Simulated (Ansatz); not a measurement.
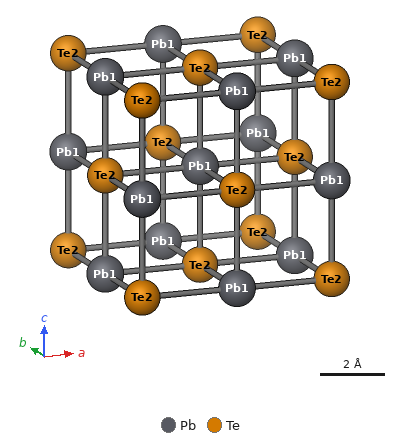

**Figure 1.** The structure as given in the input (ball-and-stick view of the cell 4 times as large as that of the calculation, set on its symmetry axes, seen slightly off an axis; atoms are numbered from 1 in the order of the input).

## Two runs on PbTe

System: PbTe (Fm-3m, 2 atoms in the cell).
Method of run 1: DFT r2SCAN, scalar-relativistic, plane waves, PAW, no spin polarisation (Ansatz 0.2.0).

Text and figures count atoms from 1; the logs count them from 0 in places.

**The input, run 1**
```yaml
crystal:
  lattice:
    - [0.0, 3.2270013417, 3.2270013417]
    - [3.2270013417, 0.0, 3.2270013417]
    - [3.2270013417, 3.2270013417, 0.0]
  atoms:
    - { symbol: Pb, position: [0.5, 0.5, 0.5] }
    - { symbol: Te, position: [0.0, 0.0, 0.0] }
basis:
  ecutwfc: 500
  ecutrho_ratio: 4
kpoints:
  mp_grid: { grid: [10, 10, 10] }
hamiltonian:
  xc: r2scan
scf:
  occupations: { method: gaussian, width: 0.05 }
output:
  forces: true
  stress: true
  eigenvalues: true
```

Command:
```bash
ansatz run input.yaml --threads 4 --pin off --max-ram 9216MiB --backend cpu --events-out ev --progress --plain --runs-dir out
```

Hardware: 4 threads of Intel Xeon @ 2.50GHz (Skylake/Cascade Lake), 64 GiB of memory available, shared host.

**Output, shortened to warnings, some set-up lines, iterations and results (run 1)**
```
Basis set: ecut = 500 eV, 1687 PW (Γ), exchange–correlation on 144×144×144 points (64 copies of the dense FFT grid, shifted against one another)
Symmetry: 48 space group operations
k-points: 47 of 1000
Initial density: superposition of atomic densities (neutral atoms: chi_scale 0, normalization atom), corrected by the library's trained network
[...]
SCF iter   1: F=—  HF=-18916.670505 eV  |F-HF|=—  |Δ(HF+E_count)|=         —  Δρ=4.93e-3  dr2=1.16e-2  dr2_τ=9.41e-4  ethr=1.77e-3  ⟨swp⟩=6.6  Hψ=4787  notcnv=0
SCF iter   2: F=—  HF=-18916.673598 eV  |F-HF|=—  |Δ(HF+E_count)|=   3.09e-3  Δρ=1.40e-3  dr2=1.22e-3  dr2_τ=8.92e-5  ethr=3.86e-5  ⟨swp⟩=2.0  Hψ=1927  notcnv=0
SCF iter   3: F=—  HF=-18916.673830 eV  |F-HF|=—  |Δ(HF+E_count)|=   2.32e-4  Δρ=4.95e-4  dr2=8.86e-5  dr2_τ=8.50e-6  ethr=4.07e-6  ⟨swp⟩=3.0  Hψ=1598  notcnv=0
SCF iter   4: F=—  HF=-18916.673880 eV  |F-HF|=—  |Δ(HF+E_count)|=   4.99e-5  Δρ=1.72e-4  dr2=1.39e-5  dr2_τ=2.50e-7  ethr=2.95e-7  ⟨swp⟩=2.1  Hψ=1576  notcnv=0
SCF iter   5: F=—  HF=-18916.673886 eV  |F-HF|=—  |Δ(HF+E_count)|=   5.47e-6  Δρ=4.54e-5  dr2=1.13e-6  dr2_τ=2.17e-8  ethr=4.63e-8  ⟨swp⟩=2.3  Hψ=1276  notcnv=0
SCF iter   6: F=-18916.673886 eV  HF=-18916.673886 eV  |F-HF|=5.14e-9  |Δ(HF+E_count)|=   2.80e-7  Δρ=7.43e-6  dr2=2.24e-8  dr2_τ=6.41e-10  ethr=3.33e-10  ⟨swp⟩=4.9  Hψ=4764  …
SCF 1 converged in 6 iterations: F = -18916.673886 eV  dr2 = 2.24e-8
SCF converged after 6 iterations
Free energy (F): -18916.673886 eV
Harris-Foulkes:  -18916.673886 eV  (|F-HF|=5.14e-9)
Internal energy: -18916.673886 eV  (E = F + TS)
E sigma→0 (E₀):  -18916.673886 eV
Fermi energy:    9.161555 eV
--- Per-component energies (eV) ---
  E_band       = -335.903904
  E_kinetic    = 467.764814
  E_local      = -2382.177452  (includes V_loc(G=0)·N_el)
  E_nonlocal   = 40.594493
  E_hartree    = 1255.077785
  E_xc         = -324.128806
  E_vxc        = -257.384958  (∫ρ·V_xc dr)
  E_paw        = -15118.600769  (= ΣΔE_a)
  E_vpaw       = -732.158442  (= ΣTr[D̂ρ^β])
  E_aug_tail   = -0.000021  (compensation charges beyond the density's cutoff)
  E_vtau       = 17.299882  (kinetic-family band-sum trace: ∫τ·v_τ [+ j·A + Jᵃ·Aᵃ] dr)
  E_ewald      = -2856.454288
  E_core_change = 1.250358  (= ΣΔE_core)
  E_smearing   = -0.000000  (= −TS)
  E_closure    = -0.000000  (closes the sum)
  Σ components = -18916.673886   (vs F -18916.673886, Δ=0.00e0)
--- Forces (eV/Å), atoms counted from 1 ---
  atom   1  Pb     0.00000000     0.00000000     0.00000000
  atom   2  Te    -0.00000000     0.00000000    -0.00000000
  max |Σ_I F_I| component: 6.93e-29 eV/Å
--- Stress (GPa, compression-positive) ---
        1.701700       0.000000      -0.000000
        0.000000       1.701700      -0.000000
       -0.000000      -0.000000       1.701700
  P = ⅓ Tr σ = 1.7017 GPa (17.017 kbar)
```

For run 2 the input was changed thus:
```diff
-  mp_grid: { grid: [10, 10, 10] }
+  mp_grid: { grid: [12, 12, 12] }
-  eigenvalues: true
```

What does this change do to the results?

The free energy of run 2 is 0.04 meV per atom lower, which measures how much it depends on this numerical setting. The number of SCF iterations is the same. The irreducible k-points go from 47 to 72. On the same kind of shared host run 2 took about 0.54 times as long.

**Output, shortened to warnings, some set-up lines, iterations and results (run 2)**
```
Basis set: ecut = 500 eV, 1687 PW (Γ), exchange–correlation on 144×144×144 points (64 copies of the dense FFT grid, shifted against one another)
Symmetry: 48 space group operations
k-points: 72 of 1728
Initial density: superposition of atomic densities (neutral atoms: chi_scale 0, normalization atom), corrected by the library's trained network
[...]
SCF iter   1: F=—  HF=-18916.670630 eV  |F-HF|=—  |Δ(HF+E_count)|=         —  Δρ=4.91e-3  dr2=1.15e-2  dr2_τ=9.37e-4  ethr=1.77e-3  ⟨swp⟩=6.7  Hψ=7415  notcnv=0
SCF iter   2: F=—  HF=-18916.673692 eV  |F-HF|=—  |Δ(HF+E_count)|=   3.06e-3  Δρ=1.40e-3  dr2=1.26e-3  dr2_τ=8.79e-5  ethr=3.84e-5  ⟨swp⟩=2.0  Hψ=2952  notcnv=0
SCF iter   3: F=—  HF=-18916.673914 eV  |F-HF|=—  |Δ(HF+E_count)|=   2.23e-4  Δρ=5.02e-4  dr2=9.36e-5  dr2_τ=8.97e-6  ethr=4.19e-6  ⟨swp⟩=3.0  Hψ=2451  notcnv=0
SCF iter   4: F=—  HF=-18916.673959 eV  |F-HF|=—  |Δ(HF+E_count)|=   4.50e-5  Δρ=1.78e-4  dr2=1.45e-5  dr2_τ=2.72e-7  ethr=3.12e-7  ⟨swp⟩=2.0  Hψ=2425  notcnv=0
SCF iter   5: F=—  HF=-18916.673965 eV  |F-HF|=—  |Δ(HF+E_count)|=   5.92e-6  Δρ=4.80e-5  dr2=1.10e-6  dr2_τ=2.29e-8  ethr=4.84e-8  ⟨swp⟩=2.0  Hψ=1764  notcnv=0
SCF iter   6: F=-18916.673966 eV  HF=-18916.673966 eV  |F-HF|=3.54e-9  |Δ(HF+E_count)|=   4.19e-7  Δρ=7.47e-6  dr2=2.46e-8  dr2_τ=6.26e-10  ethr=3.33e-10  ⟨swp⟩=4.0  Hψ=5725  …
SCF 1 converged in 6 iterations: F = -18916.673966 eV  dr2 = 2.46e-8
SCF converged after 6 iterations
Free energy (F): -18916.673966 eV
Harris-Foulkes:  -18916.673966 eV  (|F-HF|=3.54e-9)
Internal energy: -18916.673966 eV  (E = F + TS)
E sigma→0 (E₀):  -18916.673966 eV
Fermi energy:    9.161583 eV
--- Per-component energies (eV) ---
  E_band       = -335.904249
  E_kinetic    = 467.764955
  E_local      = -2382.177680  (includes V_loc(G=0)·N_el)
  E_nonlocal   = 40.594779
  E_hartree    = 1255.078922
  E_xc         = -324.127709
  E_vxc        = -257.383682  (∫ρ·V_xc dr)
  E_paw        = -15118.603281  (= ΣΔE_a)
  E_vpaw       = -732.162566  (= ΣTr[D̂ρ^β])
  E_aug_tail   = -0.000021  (compensation charges beyond the density's cutoff)
  E_vtau       = 17.299858  (kinetic-family band-sum trace: ∫τ·v_τ [+ j·A + Jᵃ·Aᵃ] dr)
  E_ewald      = -2856.454288
  E_core_change = 1.250358  (= ΣΔE_core)
  E_smearing   = -0.000000  (= −TS)
  E_closure    = -0.000000  (closes the sum)
  Σ components = -18916.673966   (vs F -18916.673966, Δ=0.00e0)
--- Forces (eV/Å), atoms counted from 1 ---
  atom   1  Pb     0.00000000    -0.00000000    -0.00000000
  atom   2  Te    -0.00000000     0.00000000    -0.00000000
  max |Σ_I F_I| component: 5.04e-29 eV/Å
--- Stress (GPa, compression-positive) ---
        1.698806       0.000000       0.000000
        0.000000       1.698806       0.000000
        0.000000       0.000000       1.698806
  P = ⅓ Tr σ = 1.6988 GPa (16.988 kbar)
```

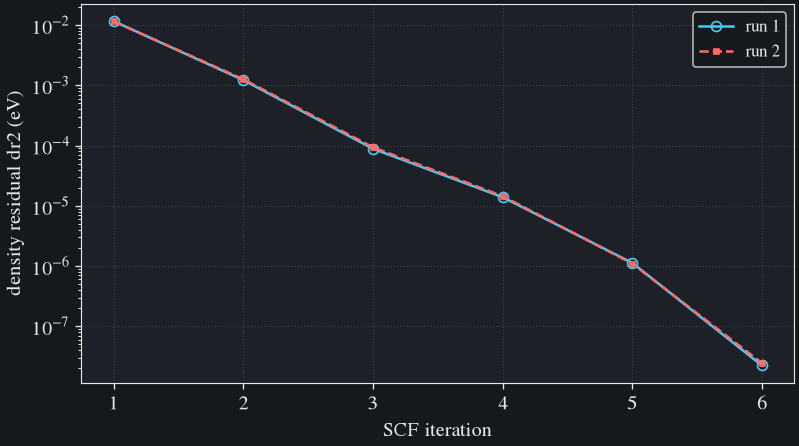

**Figure 2.** Convergence of the two runs: density residual dr2 against the SCF iteration. Run 1 takes 6 iterations in all, and run 2 takes 6.

**The two runs side by side**

```csv
quantity,run 1,run 2
outcome,converged,converged
free energy per atom (eV),−9458.3369,−9458.3370
gap on the mesh (eV),1.01,–
pressure (GPa),1.70,1.70
largest force (eV/Å),0.000,0.000
SCF iterations,6,6
irreducible k-points,47,72
plane waves at Γ,1687,1687
wall time (shared host),5.8 s,3.1 s
```

For both runs: Spin–orbit coupling is left out, which matters for Pb.
